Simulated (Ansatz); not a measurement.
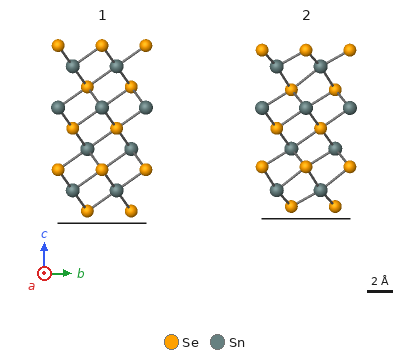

Two geometries of a slab of composition Sn4Se5 (cut from the Fm-3m phase), drawn at one scale. One is the start of a relaxation, the other its converged end. A ball-and-stick model of the 2 × 2 repeat of the cell, outlined in the plane, without the vacuum, seen along the a axis.

Level of theory: Ansatz, DFT PBEsol, scalar-relativistic, plane waves, PAW. Settings: plane-wave cutoff 420 eV; k-point mesh 9 × 9 × 1; occupations gaussian; smearing width 0.05 eV; no spin polarisation; dipole correction; atoms relaxed in a fixed cell; force threshold 0.02 eV/Å; at most 60 steps.

**Which geometry has the lower energy?**

Structure 2 is the relaxed one. Case: (1 1 1) slab, atoms relaxed. The slab is the (1 1 1) face of SnSe. The largest moves relative to the layer's centre, 0.38 Å, are those of Se atoms. Largest moves by element: Se 0.38 Å, Sn 0.03 Å. The cell stays as it was. Some distances before and after: Se–Sn 2.973 → 2.780 Å, Se–Sn 2.973 → 3.103 Å, Se–Sn 2.973 → 2.857 Å, Se–Sn 2.973 → 2.958 Å. Among the angles between lasting bonds that change: Se–Sn–Se 180.0° → 170.7°, Se–Sn–Se 90.0° → 98.2°, Sn–Se–Sn 90.0° → 98.2°. Over 4 geometry steps the energy falls by 0.733 eV per cell of the calculation. Largest force component: 1.9 eV/Å at the start, 0.0025 eV/Å at the end. The run took 7.7 min on 1 thread of Intel(R) Xeon(R) Processor @ 2.50GHz (Skylake/Cascade Lake), with other jobs on the host, peak memory 0.8 GiB.
